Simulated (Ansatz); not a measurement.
# Run report: Al4As5, geometry relaxation (part 2 of 2)

Al4As5 (slab, 9 atoms in the cell); DFT PBEsol, scalar-relativistic, plane waves, PAW, no spin polarisation (Ansatz 0.2.0); cutoff 420 eV, 7×7×1 k-mesh, Gaussian smearing of 0.05 eV. The structure derives from an entry of the Crystallography Open Database. It belongs to a series of runs on one base structure; here: (1 0 0) slab, atoms relaxed.

Geometry of the input (Å; fractional positions):
```
4.0125  0.0000  0.0000
0.0000  4.0125  0.0000
0.0000  0.0000  26.3492
As 0.0000  0.5000  0.2846
Al 0.5000  0.5000  0.3385
As 0.5000  0.0000  0.3923
Al 0.0000  0.0000  0.4462
As 0.0000  0.5000  0.5000
Al 0.5000  0.5000  0.5538
As 0.5000  0.0000  0.6077
Al 0.0000  0.0000  0.6615
As 0.0000  0.5000  0.7154
```

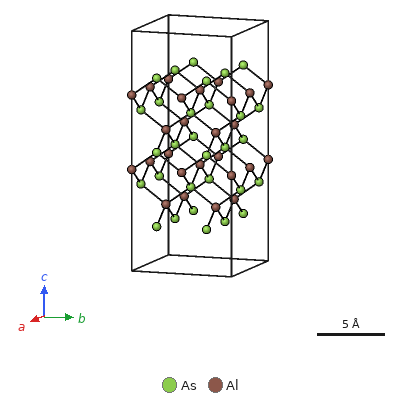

Figure 1. The geometry at step 2 of the log (ball-and-stick view of the 2 × 2 repeat of the cell, with the vacuum cut short, seen slightly off an axis).

```
WARN: The input density's exchange-correlation potential varies sharply where the density is thin. Do not read a vacuum level from v_tot or v_xc, or from such a field of the output density. On a cell that repeats whose density bears no net charge and no dipole along the vacuum's axis use v_es (v_loc + v_h of the components); under efield.dipole_correction with no amplitude use v_es + v_field, which holds any external_charges[].barrier, or the levels of the report's work_function block, which leave it out; under a non-zero efield.amplitude the vacuum is tilted and has no level; on a cell that repeats and bears such a dipole with no correction it is tilted too, and efield.dipole_correction with no amplitude gives each side of its ramp a level where efield: is served; in a cell that repeats whose density bears a net charge (total_charge, or a fill off its count) it is curved and has none; of a slab under crystal.periodic whose density bears no net charge use v_es, which has a level on each side, short of where the two are joined; of another it falls or rises all the way out and has none; of a slab beside external_charges read slab_vacuum_level instead, which it has where they leave it neutral. The grid or the basis barely resolves most such structure, and the values can differ between equally converged runs; as a rule a tighter scf.convergence.dr2_threshold does not remove it. Where the density itself ripples (under the LDA too) a higher basis.ecutwfc lessens it. The files hold the spikes' plane waves up to the density's cutoff. Files: v_tot and the like, and their columns of v_z.tsv (output.write_potential); v_xc and the like, and their columns of v_comp_z.tsv (output.write_potential_components); where files of the output density stand in their place, no point of their own thin density is over the threshold below, and this is of outcome.potential() and, of a run that writes arrays (npy), the arrays of these names. Measured: with its Gaussian average of σ = 0.25 Å subtracted twice, the exchange-correlation potential is over 0.1 eV at 39 of the grid points where the equally averaged density (valence and model cores) is under 1e-3 e/Å³, and 0.128 eV at the most among them, at an averaged density of 1.3e-8 e/Å³. See output.write_potential in the manual, Limitations
SCF converged after 6 iterations
Free energy (F): -26163.244351 eV
Harris-Foulkes:  -26163.244351 eV  (|F-HF|=2.07e-8)
Internal energy: -26163.233770 eV  (E = F + TS)
E sigma→0 (E₀):  -26163.239061 eV
Entropy (-TS):   -0.010581 eV (-1.176 meV/atom)
Fermi energy:    -0.075848 eV
Dipole field:    D = 0.000008 V/Å  (p = 0.000019 e·Å, saw-weighted, corrected)
Work function:   Φ+ = 6.0625 eV   Φ− = 6.0627 eV
Levels:          The Fermi level and band energies are counted from a zero that moves with the ramp; work functions are not
--- Per-component energies (eV) ---
  E_band       = -1889.636819
  E_kinetic    = 602.975101
  E_local      = -54515.372889  (includes V_loc(G=0)·N_el)
  E_nonlocal   = -3299.661191
  E_hartree    = 27343.846020
  E_xc         = -545.768851
  E_vxc        = -505.907830  (∫ρ·V_xc dr)
  E_paw        = -10784.086315  (= ΣΔE_a)
  E_vpaw       = 1140.698224  (= ΣTr[D̂ρ^β])
  E_aug_tail   = 0.000028  (compensation charges beyond the density's cutoff)
  E_efield     = 0.000000  (sawtooth field / dipole correction)
  E_vefield    = 0.000000  (∫n·V_field dr)
  E_ewald      = 15029.925628
  E_core_change = 4.908700  (= ΣΔE_core)
  E_smearing   = -0.010581  (= −TS)
  E_closure    = -0.000000  (closes the sum)
  Σ components = -26163.244351   (vs F -26163.244351, Δ=0.00e0)
--- Forces (eV/Å), atoms counted from 1 ---
  atom   1  As     0.00000000     0.00000000    -0.00679656
  atom   2  Al     0.00000000     0.00000000     0.00912048
  atom   3  As     0.00000000     0.00000000    -0.00711155
  atom   4  Al     0.00000000     0.00000000    -0.00186186
  atom   5  As     0.00000000     0.00000000     0.00000387
  atom   6  Al     0.00000000     0.00000000     0.00185896
  atom   7  As     0.00000000     0.00000000     0.00711906
  atom   8  Al     0.00000000     0.00000000    -0.00913593
  atom   9  As     0.00000000     0.00000000     0.00680152
  max |Σ_I F_I| component: 2.01e-6 eV/Å
--- Band table (eV; the first three rows and the last of 16) ---
  k-point 0: bands = ["-34.6050", "-34.6050", "-34.5644", "-34.5596", "-34.5596", "-34.5539", "-34.5539", "-34.5528", "-34.5492", "-34.5457", "-34.5456", "-34.5294", "-34.5294", "-34.5256", "-34.5256", "-34.5256", "-34.5256", "-34.5080", "-34.5080", "-34.4964", "-34.4964", "-34.4044", "-34.4044", "-34.3967", "-34.3967", "-11.7422", "-11.2388", "-10.6050", "-9.7824", "-9.6252", "-4.8689", "-3.6192", "-2.1739", "-2.0288", "-2.0288", "-1.4792", "-1.4792", "-0.7917", "-0.7917", "-0.6787", "-0.1308", "-0.1308", "0.1175", "1.0765", "1.0765", "1.6554", "2.2820", "2.7076", "2.7265", "2.9869", "3.6297", "3.6810", "3.8999"]
  k-point 1: bands = ["-34.6049", "-34.6048", "-34.5642", "-34.5597", "-34.5596", "-34.5539", "-34.5539", "-34.5529", "-34.5491", "-34.5457", "-34.5457", "-34.5295", "-34.5294", "-34.5257", "-34.5256", "-34.5256", "-34.5255", "-34.5078", "-34.5078", "-34.4964", "-34.4964", "-34.4044", "-34.4044", "-34.3967", "-34.3965", "-11.6153", "-11.1283", "-10.5266", "-9.7315", "-9.5966", "-4.8636", "-3.8727", "-2.8258", "-2.5631", "-1.9112", "-1.8197", "-1.6617", "-1.3819", "-0.8221", "-0.7338", "-0.1461", "-0.1382", "-0.0367", "0.6302", "1.1301", "2.0634", "2.8170", "3.1799", "3.3315", "3.4483", "4.0202", "4.2211", "4.5978"]
  k-point 2: bands = ["-34.6048", "-34.6044", "-34.5637", "-34.5598", "-34.5596", "-34.5540", "-34.5539", "-34.5530", "-34.5490", "-34.5458", "-34.5458", "-34.5297", "-34.5294", "-34.5258", "-34.5256", "-34.5255", "-34.5253", "-34.5074", "-34.5073", "-34.4965", "-34.4965", "-34.4046", "-34.4044", "-34.3967", "-34.3960", "-11.2607", "-10.8376", "-10.3651", "-9.6868", "-9.5013", "-5.0159", "-4.6149", "-3.8655", "-3.3245", "-2.8021", "-2.0038", "-1.5827", "-1.1693", "-1.1288", "-0.6249", "-0.4280", "-0.2344", "-0.2051", "0.1390", "1.2476", "2.5452", "2.9281", "3.0588", "3.3792", "4.6485", "4.9354", "4.9494", "5.2798"]
  k-point 15: bands = ["-34.6037", "-34.6037", "-34.5623", "-34.5600", "-34.5600", "-34.5541", "-34.5541", "-34.5534", "-34.5485", "-34.5461", "-34.5461", "-34.5298", "-34.5298", "-34.5260", "-34.5260", "-34.5248", "-34.5248", "-34.5060", "-34.5060", "-34.4969", "-34.4969", "-34.4047", "-34.4047", "-34.3956", "-34.3956", "-10.0955", "-9.9767", "-9.9621", "-9.1441", "-9.1438", "-5.2777", "-5.1601", "-4.8132", "-4.7912", "-3.1247", "-3.0529", "-2.5140", "-2.2905", "-2.2617", "-2.2379", "-1.9632", "-0.7484", "-0.6469", "-0.5930", "-0.5785", "2.2225", "2.3978", "3.0011", "3.1747", "3.8448", "4.1032", "4.4138", "4.9344"]
--- Relaxed structure (3 steps of the walk, 3 accepted, 0 SCFs on fresh bases) ---
  F+E_penalty+E_count = -26163.24435095 eV   max|allowed force component| = 9.136e-3 eV/Å
  atoms:
    - { symbol: As, position: [0.0, 0.5, 0.2851112491437717] }
    - { symbol: Al, position: [0.5, 0.5, 0.33788543544474586] }
    - { symbol: As, position: [0.5, 0.0, 0.39275083795929566] }
    - { symbol: Al, position: [0.0, 0.0, 0.44583942886896044] }
    - { symbol: As, position: [0.0, 0.5, 0.49999998138773505] }
    - { symbol: Al, position: [0.5, 0.5, 0.5541605582385831] }
    - { symbol: As, position: [0.5, 0.0, 0.6072491434624984] }
    - { symbol: Al, position: [0.0, 0.0, 0.6621146040855147] }
    - { symbol: As, position: [0.0, 0.5, 0.7148887614088953] }
```

### Trajectory as extended XYZ (Å, eV, eV/Å), 3 frames, from step=1 to step=3
```
9
Lattice="4.0125 0.0000 0.0000 0.0000 4.0125 0.0000 0.0000 0.0000 26.3492" Properties=species:S:1:pos:R:3:forces:R:3 step=1 energy=-26163.23671
As    0.0000    2.0063    7.5000    0.0000   0.0000   0.0917
Al    2.0063    2.0063    8.9186    0.0000   0.0000  -0.2109
As    2.0063    0.0000   10.3373    0.0000   0.0000   0.1921
Al    0.0000    0.0000   11.7559    0.0000   0.0000  -0.1301
As    0.0000    2.0063   13.1746    0.0000   0.0000   0.0000
Al    2.0063    2.0063   14.5932    0.0000   0.0000   0.1301
As    2.0063    0.0000   16.0119    0.0000   0.0000  -0.1920
Al    0.0000    0.0000   17.4305    0.0000   0.0000   0.2108
As    0.0000    2.0063   18.8492    0.0000   0.0000  -0.0917
9
Lattice="4.0125 0.0000 0.0000 0.0000 4.0125 0.0000 0.0000 0.0000 26.3492" Properties=species:S:1:pos:R:3:forces:R:3 step=2 energy=-26163.24365
As    0.0000    2.0063    7.4990    0.0000   0.0000   0.0425
Al    2.0063    2.0063    8.9014    0.0000   0.0000  -0.0648
As    2.0063    0.0000   10.3408    0.0000   0.0000   0.0479
Al    0.0000    0.0000   11.7463    0.0000   0.0000  -0.0216
As    0.0000    2.0063   13.1746    0.0000   0.0000   0.0000
Al    2.0063    2.0063   14.6029    0.0000   0.0000   0.0216
As    2.0063    0.0000   16.0084    0.0000   0.0000  -0.0479
Al    0.0000    0.0000   17.4478    0.0000   0.0000   0.0648
As    0.0000    2.0063   18.8502    0.0000   0.0000  -0.0426
9
Lattice="4.0125 0.0000 0.0000 0.0000 4.0125 0.0000 0.0000 0.0000 26.3492" Properties=species:S:1:pos:R:3:forces:R:3 step=3 energy=-26163.24435
As    0.0000    2.0063    7.5125    0.0000   0.0000  -0.0068
Al    2.0063    2.0063    8.9030    0.0000   0.0000   0.0091
As    2.0063    0.0000   10.3487    0.0000   0.0000  -0.0071
Al    0.0000    0.0000   11.7475    0.0000   0.0000  -0.0019
As    0.0000    2.0063   13.1746    0.0000   0.0000   0.0000
Al    2.0063    2.0063   14.6017    0.0000   0.0000   0.0019
As    2.0063    0.0000   16.0005    0.0000   0.0000   0.0071
Al    0.0000    0.0000   17.4462    0.0000   0.0000  -0.0091
As    0.0000    2.0063   18.8367    0.0000   0.0000   0.0068
```

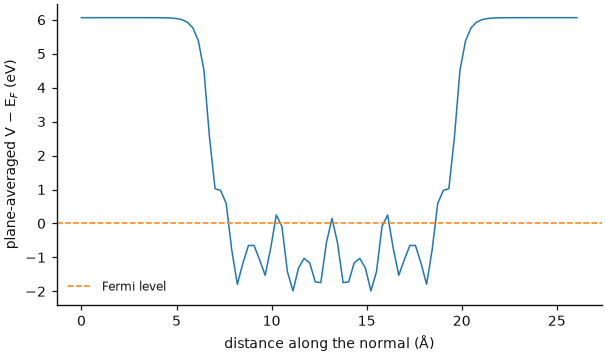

Figure 2. Plane average of the electrostatic potential energy of an electron across the cell, from the Fermi level. The vacuum level lies 6.06 eV above the Fermi level.

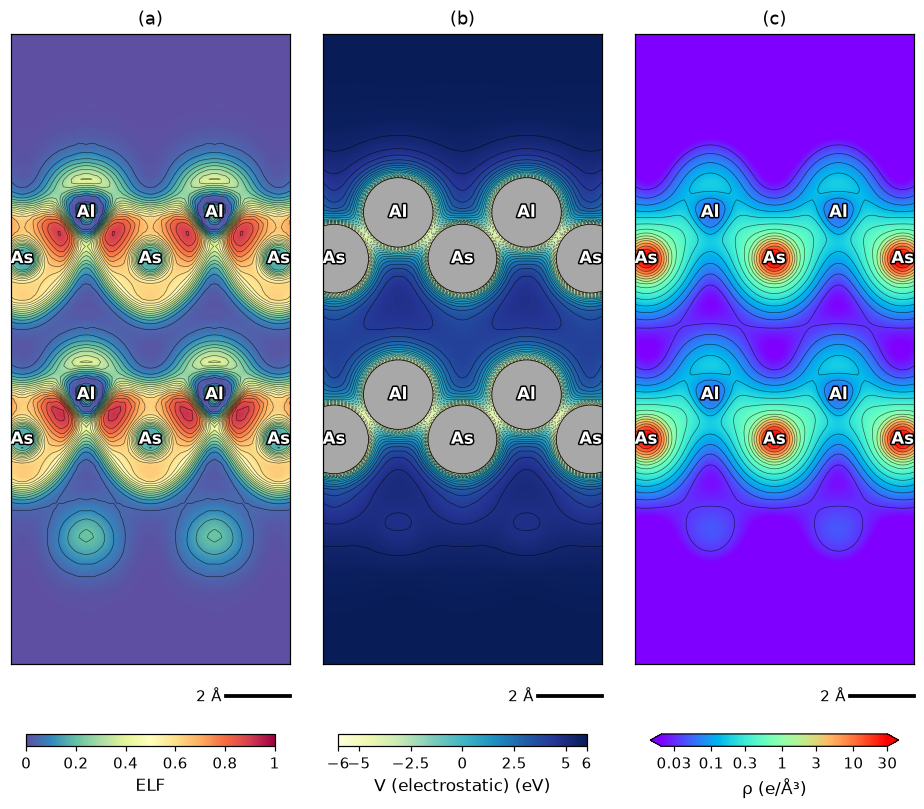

Figure 3. (a) ELF; (b) electrostatic potential (local pseudopotential plus Hartree) felt by an electron; (c) valence charge density (pseudo) on the (010) plane of the calculation cell, a cut from vacuum to vacuum. Grey discs, where drawn, cover atomic cores. Atoms in the plane: As and Al. The density dies away to nearly zero in the vacuum. The fields are those of the smooth PAW valence density.

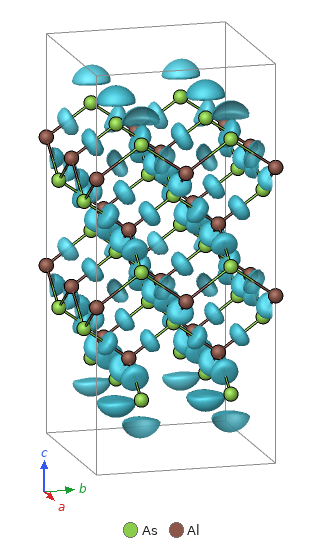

Figure 4. Isosurface of the electron localisation function at 0.8 (cyan), seen slightly off an axis. Core shells and regions of very low density are left out. Sticks mark near contacts. Counts are for one cell; the picture repeats the cell along the surface.  Values along the shortest contacts: Al–As (2.44 Å): the ELF peaks at about 0.90 between the atoms (a shared electron pair).

### Results in brief

| quantity | value |
| --- | --- |
| outcome | converged |
| electrons treated | 87 |
| free energy | −26163.2444 eV |
| work function, top face | 6.06 eV |
| work function, bottom face | 6.06 eV |
| Fermi energy | −0.076 eV |
| gap on the k-point mesh | none (metallic) |
| final volume | 424.24 Å³ |
| work function (upper face) | 6.06 eV |
| largest force (length of the vector) at the end | 0.009 eV/Å |
| hardware | 1 thread of Arm Neoverse V1, 112 GiB of memory available, shared host |
| wall time | 2.6 min |
| peak memory | 0.64 GiB |

### Remarks

Warnings of the run: the exchange-correlation potential is rough where the density is thin.
